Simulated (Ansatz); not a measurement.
# Geometry relaxation of SiC (part 3 of 3)

Continued. System: SiC (slab, 24 atoms in the cell). Method: DFT r2SCAN, scalar-relativistic, plane waves, PAW, no spin polarisation (Ansatz 0.2.0); cutoff 500 eV, 5×5×1 k-mesh, Gaussian smearing of 0.05 eV. The structure derives from an entry of the Crystallography Open Database. The input holds or restrains some coordinates. Forces given for the steps count only the free coordinates. It belongs to a series of runs on one base structure; here: upper atoms moved at random (sigma 0.25 Å), then relaxed.

Geometry of the input (Å; fractional positions):
```
6.1607  0.0000  0.0000
-3.0804  5.3353  0.0000
0.0000  0.0000  20.6590
C  0.5000  0.0000  0.3630
C  0.5000  0.5000  0.3630
C  0.0000  0.0000  0.3630
C  0.0000  0.5000  0.3630
Si 0.1667  0.8333  0.3935
Si 0.1667  0.3333  0.3935
Si 0.6667  0.8333  0.3935
Si 0.6667  0.3333  0.3935
C  0.6618  0.8259  0.4863
C  0.6626  0.3328  0.4898
C  0.1658  0.8291  0.4925
C  0.1734  0.3288  0.4911
Si 0.3264  0.6653  0.5141
Si 0.3297  0.1653  0.5162
Si 0.8333  0.6734  0.5128
Si 0.8377  0.1695  0.5175
C  0.8474  0.7332  0.5791
C  0.8485  0.2298  0.6082
C  0.3647  0.6890  0.5908
C  0.3309  0.1636  0.6155
Si 0.4874  0.5279  0.6404
Si 0.4485  -0.0836  0.6321
Si 0.0723  0.4721  0.6327
Si -0.0523  -0.0049  0.6440
```

Trajectory as extended XYZ, continued:
```
24
Lattice="6.1607 0.0000 0.0000 -3.0804 5.3353 0.0000 0.0000 0.0000 20.6590" Properties=species:S:1:pos:R:3:forces:R:3 step=3 energy=-10675.70032
C     3.0804    0.0000    7.5000    0.0190  -0.0376   2.8756
C     1.5402    2.6677    7.5000   -0.1148   0.0266   2.9287
C     0.0000    0.0000    7.5000   -0.0541   0.1172   2.9207
C    -1.5402    2.6677    7.5000    0.1388  -0.0718   2.8499
Si   -1.5402    4.4461    8.1288   -0.0157  -0.0730  -3.1683
Si    0.0000    1.7784    8.1288   -0.0039  -0.1036  -2.8057
Si    1.5402    4.4461    8.1288    0.1120  -0.0512  -3.7067
Si    3.0804    1.7784    8.1288   -0.0138  -0.0617  -2.8090
C     1.5427    4.4551   10.0209   -0.0457   0.0434  -0.0237
C     3.0526    1.7542   10.0760    0.0502   0.0936   0.3582
C    -1.5542    4.4428   10.0589   -0.3105   0.1355  -0.2266
C     0.0110    1.7419   10.0885   -0.2834   0.1586  -0.1375
Si   -0.0137    3.5481   10.5305    0.4107   0.1459  -1.0645
Si    1.5248    0.8763   10.7230    0.1707  -0.1365  -0.0729
Si    3.0663    3.5305   10.6489    0.3480   0.1226  -3.0943
Si    4.6053    0.8956   10.6662    0.0040  -0.1787  -0.3067
C     2.9410    3.7851   12.3317    0.4453  -1.8987   5.2650
C     4.5598    1.0176   12.5814   -0.3686  -2.3898   0.3589
C     0.0410    3.6801   12.2983   -0.3513  -2.3992   1.5636
C     1.5103    0.9313   12.7750   -0.4637  -0.0684   0.4130
Si    1.4865    2.8464   13.2285    0.8815  -0.1506  -1.0819
Si    3.0326   -0.1251   13.1453    0.7311   3.4649  -0.0363
Si   -1.2178    2.6280   13.2057   -1.9725   2.4022   0.3201
Si   -0.1402   -0.0311   13.2876    0.6866   0.9091  -1.3241
24
Lattice="6.1607 0.0000 0.0000 -3.0804 5.3353 0.0000 0.0000 0.0000 20.6590" Properties=species:S:1:pos:R:3:forces:R:3 step=4 energy=-10677.65811
C     3.0804    0.0000    7.5000    0.0204  -0.0062   2.8639
C     1.5402    2.6677    7.5000   -0.0851   0.0029   2.9212
C     0.0000    0.0000    7.5000   -0.0011   0.0942   2.9112
C    -1.5402    2.6677    7.5000    0.0788  -0.0430   2.8727
Si   -1.5402    4.4461    8.1288   -0.0136  -0.0008  -3.4014
Si    0.0000    1.7784    8.1288    0.0182  -0.0546  -2.9730
Si    1.5402    4.4461    8.1288    0.0434  -0.0105  -3.7190
Si    3.0804    1.7784    8.1288   -0.0435  -0.0380  -2.9427
C     1.5458    4.4617   10.0222    0.1715  -0.2578   0.4352
C     3.0577    1.7609   10.0821   -0.0477  -0.0036   0.4559
C    -1.5574    4.4508   10.0402   -0.1104   0.0045   0.5320
C    -0.0006    1.7492   10.0790   -0.0215   0.0174   0.1886
Si   -0.0011    3.5513   10.5289   -0.0038   0.1907  -0.0875
Si    1.5274    0.8774   10.7239   -0.0284   0.0537  -0.4570
Si    3.0773    3.5344   10.6531   -0.0631   0.5112  -1.1484
Si    4.6037    0.8891   10.6600    0.0730   0.0656  -0.3472
C     3.0042    3.6712   12.4815    1.7127  -1.4283   1.7825
C     4.5689    0.9581   12.5975    0.4699  -0.3051   0.6160
C     0.0025    3.6362   12.3653    0.1512  -0.5105   1.5308
C     1.4991    0.9386   12.7800   -0.1395   0.1661  -0.0160
Si    1.5251    2.8312   13.1908   -0.6563  -0.5739  -0.3988
Si    3.0693   -0.0104   13.1128    0.0478   0.3106  -0.4750
Si   -1.3917    2.7148   13.2119   -1.7675   0.8699  -0.4738
Si   -0.0872   -0.0136   13.2267    0.1943   0.9454  -0.6702
24
Lattice="6.1607 0.0000 0.0000 -3.0804 5.3353 0.0000 0.0000 0.0000 20.6590" Properties=species:S:1:pos:R:3:forces:R:3 step=5 energy=-10678.52742
C     3.0804    0.0000    7.5000    0.0140   0.0416   2.9438
C     1.5402    2.6677    7.5000   -0.0046  -0.0516   2.9839
C     0.0000    0.0000    7.5000   -0.0030   0.0590   2.9482
C    -1.5402    2.6677    7.5000    0.0084  -0.0570   2.9665
Si   -1.5402    4.4461    8.1288   -0.0152   0.0064  -3.1101
Si    0.0000    1.7784    8.1288   -0.0165   0.0002  -2.9933
Si    1.5402    4.4461    8.1288   -0.0084   0.0097  -3.1570
Si    3.0804    1.7784    8.1288   -0.0216   0.0032  -2.9555
C     1.5355    4.4547   10.0857    0.0527  -0.0962   0.1188
C     3.0702    1.7786   10.1066   -0.0378   0.0421   0.0985
C    -1.5502    4.4525   10.0895   -0.0299  -0.0043   0.1423
C    -0.0087    1.7768   10.1044    0.0488   0.0500   0.0568
Si   -0.0065    3.5604   10.6316    0.0047   0.0613  -0.1566
Si    1.5309    0.8946   10.6741   -0.0066  -0.0412  -0.1333
Si    3.0729    3.5549   10.6615   -0.0068   0.1600  -0.3303
Si    4.6102    0.8960   10.6621    0.0173  -0.0505  -0.2015
C     3.0704    3.5754   12.5973    0.3132  -0.1290   0.5339
C     4.6056    0.9174   12.6381    0.1118  -0.0908   0.3188
C    -0.0032    3.5748   12.5556    0.0364   0.0414   0.7216
C     1.5275    0.9198   12.6913   -0.0352  -0.0046  -0.0303
Si    1.5342    2.7246   13.2265   -0.1923  -0.1916  -0.1213
Si    3.0718    0.0033   13.0981    0.0264  -0.0273  -0.2573
Si   -1.5248    2.7031   13.2090   -0.2741   0.0815  -0.1311
Si   -0.0183    0.0025   13.1162    0.0183   0.1876  -0.2559
24
Lattice="6.1607 0.0000 0.0000 -3.0804 5.3353 0.0000 0.0000 0.0000 20.6590" Properties=species:S:1:pos:R:3:forces:R:3 step=6 energy=-10678.57800
C     3.0804    0.0000    7.5000    0.0074   0.1052   2.9962
C     1.5402    2.6677    7.5000    0.0029  -0.1472   3.0798
C     0.0000    0.0000    7.5000   -0.0062   0.1003   2.9963
C    -1.5402    2.6677    7.5000   -0.0029  -0.1561   3.0727
Si   -1.5402    4.4461    8.1288    0.0021  -0.0202  -2.9132
Si    0.0000    1.7784    8.1288   -0.0128   0.0106  -2.8544
Si    1.5402    4.4461    8.1288   -0.0053  -0.0124  -2.8986
Si    3.0804    1.7784    8.1288    0.0076   0.0059  -2.8601
C     1.5391    4.4338   10.1369   -0.0103   0.1199  -0.0072
C     3.0789    1.7875   10.1447    0.0208  -0.0521   0.0578
C    -1.5403    4.4357   10.1345    0.0018   0.0808  -0.0072
C    -0.0009    1.7880   10.1452   -0.0136  -0.0507   0.0635
Si   -0.0014    3.5567   10.7152    0.0126   0.0563   0.1351
Si    1.5393    0.8888   10.6592   -0.0095   0.0113   0.2742
Si    3.0803    3.5566   10.7091   -0.0128   0.0605   0.1890
Si    4.6191    0.8884   10.6603    0.0125   0.0005   0.2139
C     3.0769    3.5589   12.7495   -0.0265   0.0472  -0.2612
C     4.6198    0.9157   12.7580   -0.0355   0.2801  -0.2537
C     0.0004    3.5593   12.7535   -0.0208   0.0390  -0.2657
C     1.5385    0.9166   12.7524    0.0287   0.2595  -0.2341
Si    1.5380    2.6901   13.4234    0.0289   0.0330  -0.1607
Si    3.0785    0.0142   13.0284   -0.0346  -0.3759  -0.1215
Si   -1.5443    2.6946   13.3894    0.0341   0.0182  -0.1374
Si   -0.0007    0.0143   13.0164    0.0314  -0.4133  -0.1048
24
Lattice="6.1607 0.0000 0.0000 -3.0804 5.3353 0.0000 0.0000 0.0000 20.6590" Properties=species:S:1:pos:R:3:forces:R:3 step=7 energy=-10678.59123
C     3.0804    0.0000    7.5000    0.0060   0.0744   2.9396
C     1.5402    2.6677    7.5000   -0.0023  -0.1283   3.0093
C     0.0000    0.0000    7.5000   -0.0059   0.0775   2.9383
C    -1.5402    2.6677    7.5000    0.0028  -0.1358   3.0083
Si   -1.5402    4.4461    8.1288   -0.0053   0.0523  -3.0634
Si    0.0000    1.7784    8.1288    0.0052   0.0410  -2.9355
Si    1.5402    4.4461    8.1288    0.0058   0.0486  -3.0782
Si    3.0804    1.7784    8.1288   -0.0036   0.0469  -2.9272
C     1.5407    4.4676   10.1046    0.0090  -0.0246  -0.0382
C     3.0802    1.8021   10.1198   -0.0130   0.0514  -0.0024
C    -1.5407    4.4673   10.1051   -0.0065  -0.0064  -0.0282
C     0.0011    1.8017   10.1192    0.0100   0.0468  -0.0094
Si    0.0008    3.5794   10.6543   -0.0241  -0.0074  -0.0434
Si    1.5404    0.9153   10.6656    0.0069  -0.0979  -0.2779
Si    3.0794    3.5793   10.6619    0.0352  -0.0120  -0.1326
Si    4.6213    0.9154   10.6560   -0.0141  -0.0801  -0.1729
C     3.0814    3.5569   12.6460    0.0161  -0.0584  -0.1351
C     4.6210    0.9156   12.6747    0.0057  -0.1731  -0.1075
C     0.0018    3.5565   12.6432    0.0171  -0.0521  -0.1280
C     1.5405    0.9177   12.6774   -0.0077  -0.1504  -0.1102
Si    1.5428    2.6954   13.2517   -0.0472  -0.0434   0.5058
Si    3.0790   -0.0071   12.9522    0.0479   0.2644   0.1468
Si   -1.5377    2.6933   13.2337   -0.0090  -0.0345   0.4877
Si    0.0016   -0.0076   12.9609   -0.0291   0.3008   0.1531
24
Lattice="6.1607 0.0000 0.0000 -3.0804 5.3353 0.0000 0.0000 0.0000 20.6590" Properties=species:S:1:pos:R:3:forces:R:3 step=8 energy=-10678.62407
C     3.0804    0.0000    7.5000    0.0037   0.1019   2.9245
C     1.5402    2.6677    7.5000    0.0010  -0.1727   3.0282
C     0.0000    0.0000    7.5000   -0.0037   0.0996   2.9229
C    -1.5402    2.6677    7.5000   -0.0007  -0.1776   3.0262
Si   -1.5402    4.4461    8.1288   -0.0002   0.0271  -3.0590
Si    0.0000    1.7784    8.1288   -0.0002   0.0331  -2.8978
Si    1.5402    4.4461    8.1288    0.0004   0.0269  -3.0561
Si    3.0804    1.7784    8.1288    0.0010   0.0321  -2.8943
C     1.5404    4.4556   10.1064   -0.0026  -0.0041  -0.1319
C     3.0804    1.7982   10.1224   -0.0003   0.0300  -0.1347
C    -1.5403    4.4559   10.1053    0.0037  -0.0006  -0.1204
C     0.0004    1.7986   10.1228   -0.0002   0.0322  -0.1408
Si    0.0000    3.5717   10.6683   -0.0015  -0.0157   0.0783
Si    1.5404    0.9067   10.6489   -0.0004  -0.0077  -0.0535
Si    3.0804    3.5708   10.6694    0.0050  -0.0041   0.0613
Si    4.6208    0.9065   10.6461   -0.0014  -0.0024  -0.0246
C     3.0805    3.5502   12.6638    0.0008  -0.0894  -0.0438
C     4.6209    0.9147   12.6760   -0.0108   0.0944  -0.0500
C     0.0010    3.5493   12.6637    0.0100  -0.0642  -0.0430
C     1.5408    0.9156   12.6731    0.0131   0.1008  -0.0260
Si    1.5413    2.6892   13.3368   -0.0085  -0.0021   0.0864
Si    3.0800   -0.0057   12.8848    0.0084  -0.0179   0.2135
Si   -1.5394    2.6900   13.3223   -0.0075  -0.0040   0.0976
Si    0.0013   -0.0051   12.8752   -0.0092  -0.0165   0.2348
24
Lattice="6.1607 0.0000 0.0000 -3.0804 5.3353 0.0000 0.0000 0.0000 20.6590" Properties=species:S:1:pos:R:3:forces:R:3 step=9 energy=-10678.64092
C     3.0804    0.0000    7.5000    0.0020   0.0956   2.9291
C     1.5402    2.6677    7.5000    0.0008  -0.1700   3.0231
C     0.0000    0.0000    7.5000   -0.0018   0.0942   2.9287
C    -1.5402    2.6677    7.5000   -0.0005  -0.1722   3.0216
Si   -1.5402    4.4461    8.1288   -0.0005   0.0316  -3.0324
Si    0.0000    1.7784    8.1288   -0.0020   0.0454  -2.9058
Si    1.5402    4.4461    8.1288   -0.0010   0.0324  -3.0302
Si    3.0804    1.7784    8.1288    0.0001   0.0453  -2.9046
C     1.5396    4.4595   10.1049    0.0038   0.0052  -0.0030
C     3.0799    1.8030   10.1202    0.0012  -0.0003   0.0019
C    -1.5404    4.4597   10.1044   -0.0029   0.0039  -0.0002
C    -0.0004    1.8029   10.1202   -0.0001   0.0015   0.0016
Si   -0.0005    3.5758   10.6775    0.0000  -0.0119   0.0014
Si    1.5398    0.9097   10.6523    0.0000   0.0026  -0.0254
Si    3.0800    3.5758   10.6774    0.0005  -0.0094  -0.0018
Si    4.6201    0.9096   10.6517   -0.0001   0.0033  -0.0255
C     3.0796    3.5551   12.6662   -0.0020   0.0212   0.0033
C     4.6201    0.9217   12.6822   -0.0008  -0.0044  -0.0221
C    -0.0002    3.5556   12.6662    0.0031   0.0214   0.0066
C     1.5397    0.9221   12.6814    0.0002  -0.0024  -0.0170
Si    1.5398    2.6961   13.3445   -0.0036  -0.0024   0.0062
Si    3.0796    0.0012   12.9449    0.0002  -0.0195   0.0120
Si   -1.5407    2.6965   13.3370    0.0034  -0.0031   0.0129
Si   -0.0001    0.0007   12.9413    0.0004  -0.0101   0.0177
24
Lattice="6.1607 0.0000 0.0000 -3.0804 5.3353 0.0000 0.0000 0.0000 20.6590" Properties=species:S:1:pos:R:3:forces:R:3 step=10 energy=-10678.64115
C     3.0804    0.0000    7.5000   -0.0001   0.0960   2.9284
C     1.5402    2.6677    7.5000   -0.0005  -0.1708   3.0207
C     0.0000    0.0000    7.5000   -0.0005   0.0958   2.9286
C    -1.5402    2.6677    7.5000   -0.0001  -0.1711   3.0205
Si   -1.5402    4.4461    8.1288    0.0019   0.0286  -3.0358
Si    0.0000    1.7784    8.1288    0.0023   0.0446  -2.9166
Si    1.5402    4.4461    8.1288    0.0019   0.0288  -3.0355
Si    3.0804    1.7784    8.1288    0.0026   0.0445  -2.9169
C     1.5412    4.4586   10.1042   -0.0014  -0.0025   0.0021
C     3.0814    1.8023   10.1192   -0.0004   0.0030   0.0016
C    -1.5391    4.4587   10.1042   -0.0005  -0.0029   0.0023
C     0.0011    1.8023   10.1192   -0.0010   0.0029   0.0020
Si    0.0011    3.5747   10.6780    0.0002   0.0001  -0.0025
Si    1.5413    0.9087   10.6492    0.0005   0.0016  -0.0001
Si    3.0814    3.5748   10.6779    0.0005  -0.0012  -0.0022
Si    4.6217    0.9087   10.6492   -0.0009   0.0017  -0.0005
C     3.0818    3.5552   12.6669   -0.0002   0.0001   0.0009
C     4.6222    0.9204   12.6777    0.0001   0.0007   0.0006
C     0.0016    3.5549   12.6674    0.0007   0.0006  -0.0008
C     1.5419    0.9204   12.6775    0.0012   0.0015   0.0014
Si    1.5419    2.6938   13.3405   -0.0016   0.0031  -0.0002
Si    3.0820    0.0002   12.9457   -0.0016  -0.0036   0.0014
Si   -1.5388    2.6939   13.3395    0.0005   0.0018   0.0006
Si    0.0018    0.0003   12.9464   -0.0038  -0.0034   0.0003
```

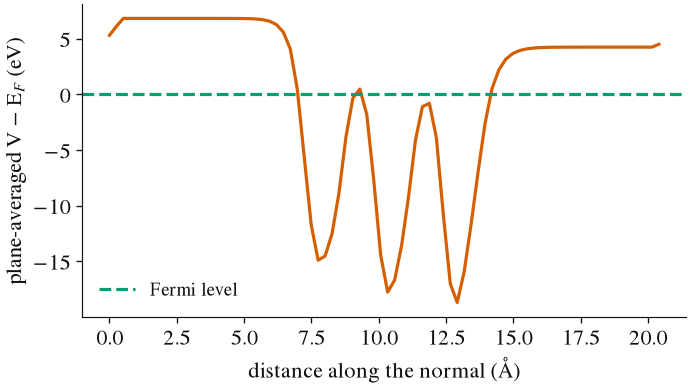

Figure 1. Plane average of the electrostatic potential energy of an electron across the cell, from the Fermi level. The vacuum level lies 4.25 eV above the Fermi level on the upper side and 6.83 eV on the lower.

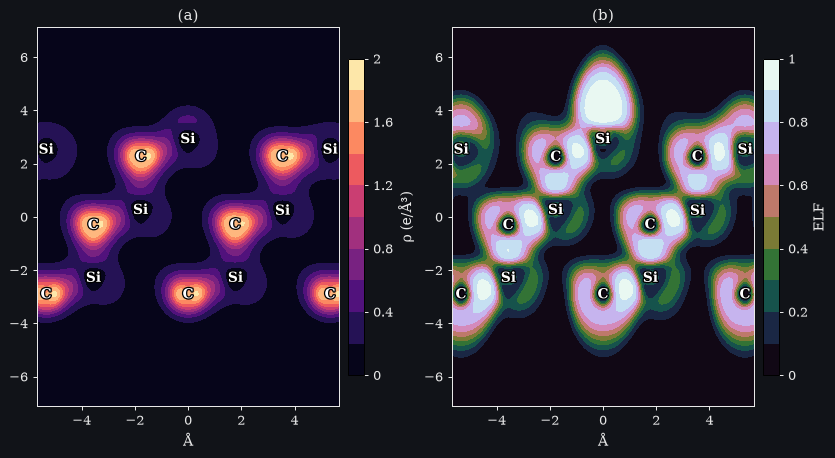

Figure 2. (a) valence pseudo-density; (b) electron localisation function on the (110) plane of the calculation cell, a cut from vacuum to vacuum. Si–C (1.81 Å): ρ at the midpoint is about 0.99 e/Å³; the ELF peaks at about 0.90 between the atoms, which marks localised, shared-pair bonding. Si–C (1.89 Å): the density is about 0.9 e/Å³ at the midpoint; the ELF peaks at about 0.95 between the atoms, as expected for localised, shared-pair bonding. Si–C (1.98 Å): the density is about 0.73 e/Å³ at the midpoint; the ELF peaks at about 0.90 between the atoms (localised, shared-pair bonding). Si–C (2.03 Å): the density is about 0.65 e/Å³ at the midpoint; the ELF peaks at about 0.85 between the atoms (localised, shared-pair bonding). The density dies away to nearly zero in the vacuum. Core electrons are frozen (PAW), so the fields are smoothed inside the atomic spheres.

Results in brief:

| quantity | value |
| --- | --- |
| outcome | converged under the restraints of the input |
| electrons treated | 96 |
| free energy | −10678.6412 eV |
| work function, top face | 4.25 eV |
| work function, bottom face | 6.83 eV |
| Fermi energy | 0.320 eV |
| gap on the k-point mesh | none (metallic) |
| final volume | 679.05 Å³ |
| work function (upper face) | 4.25 eV |
| largest force (length of the vector) at the end, held atoms and coordinates included | 3.036 eV/Å |
| wall time | 9 min (CPU time 36 min) |
| peak memory | 3.1 GiB |

Notes:

Warnings of the run: the exchange-correlation potential is rough where the density is thin.
